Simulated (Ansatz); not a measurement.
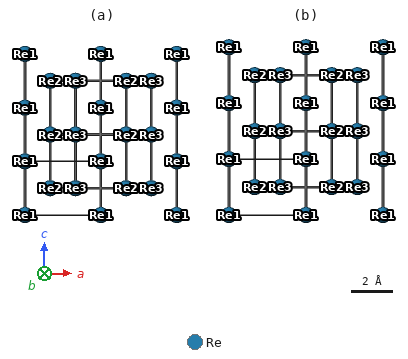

The structure of crystalline Re (a generated structure, set up in P6/mmm) before (left) and after (right) a relaxation, at one scale.

A ball-and-stick model of the cell of the calculation, repeated 2 × 1 × 3 with one cell outlined, seen along the b axis.

Phase: omega (AlB2-type).

All numbers below come from Ansatz, DFT, BLYP, plane waves (420 eV) with PAW, scalar-relativistic. (plane-wave cutoff 420 eV; k-point mesh 8 × 8 × 12; occupations fermi dirac; smearing width 0.1 eV; no spin polarisation; cell and atoms relaxed; force threshold 0.01 eV/Å; at most 60 steps)

Q: What changed between the two?

A: The atoms keep their places relative to the cell (all moves are under 0.005 Å). The drawn cell changes as follows: a = b 4.365 → 4.432 Å (+1.5 %), c 2.676 → 2.787 Å (+4.2 %); the volume changes by +7.4 %. Near-neighbour distances that change, for instance: Re1–Re1 2.676 → 2.787 Å, Re1–Re2 2.853 → 2.914 Å, Re2–Re3 2.520 → 2.559 Å. The space group stays P6/mmm (No. 191). The energy falls by 88.6 meV per atom in 5 accepted moves (7 points after the start). All forces vanish by symmetry, so only the cell relaxes. The pressure goes from 25.42 to 0.00 GPa. At 2 points the geometry stayed and the basis and grid were re-selected for the new cell (energy shift of 1.0 meV per atom at most each time).
